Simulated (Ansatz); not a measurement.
# Ga5P6 (slab): what the fields show

```
CELL_PARAMETERS angstrom
3.89267 0.00000 0.00000
0.00000 3.89267 0.00000
0.00000 0.00000 28.76268
ATOMIC_POSITIONS crystal
P 0.00000 0.50000 0.26168
Ga 0.50000 0.50000 0.30777
P 0.50000 0.00000 0.35694
Ga 0.00000 0.00000 0.40395
P 0.00000 0.50000 0.45215
Ga 0.50000 0.50000 0.50000
P 0.50000 0.00000 0.54785
Ga 0.00000 0.00000 0.59605
P 0.00000 0.50000 0.64306
Ga 0.50000 0.50000 0.69223
P 0.50000 0.00000 0.73832
```

Computed without spin polarisation.

Theory: Ansatz 0.2.0, DFT PBE, scalar-relativistic, plane waves, PAW.

In a PAW calculation such maps are meaningful between the atoms, not at the nuclei.

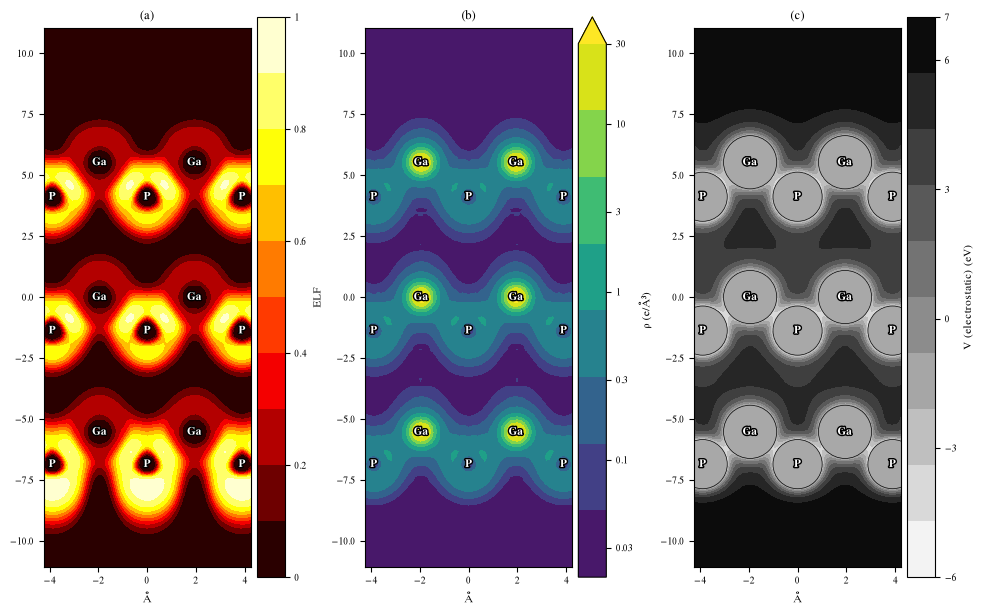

Figure 1. (a) ELF; (b) valence charge density (pseudo); (c) electrostatic potential energy of an electron on the (010) plane of the calculation cell, a cut from vacuum to vacuum. Grey discs cover the atomic cores in the potential map.

What does the map show?

Answer. The section cuts through P and Ga sites. Ga–P (2.35 Å): the density is about 0.55 e/Å³ at the midpoint; the ELF peaks at about 0.90 in the valence shell of P, 0.9 Å from its nucleus, and is about 0.75 at the midpoint. Ga–P (2.41 Å): the density is about 0.5 e/Å³ at the midpoint; the ELF peaks at about 0.90 in the valence shell of P, 0.9 Å from its nucleus, and is about 0.75 at the midpoint. The density dies away to nearly zero in the vacuum. The ELF also peaks beside P, away from the bonds: lone-pair regions. Outside the cores the potential energy rises away from the atoms and is highest in the vacuum; its zero is arbitrary.

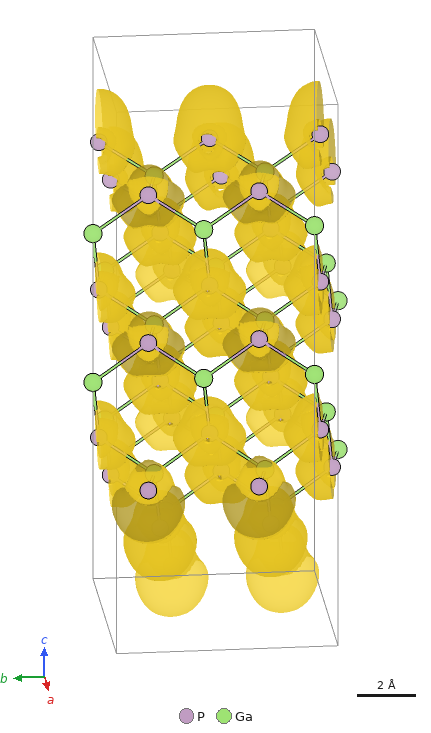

Figure 2. Isosurface of the electron localisation function at 0.7 (yellow), seen at an oblique angle. Core shells and regions of very low density are left out. Sticks mark near contacts.

Identify the bonds, lone pairs and shells in this picture.

Answer. The ELF exceeds this value in six regions on P in which the atom's valence shell and bonds are merged, counted in one cell of 11 atoms. Counts are for one cell; the picture repeats the cell along the surface.

Metal or insulator at this level of theory?

Answer. It is gapless in this calculation (a metal or semimetal).
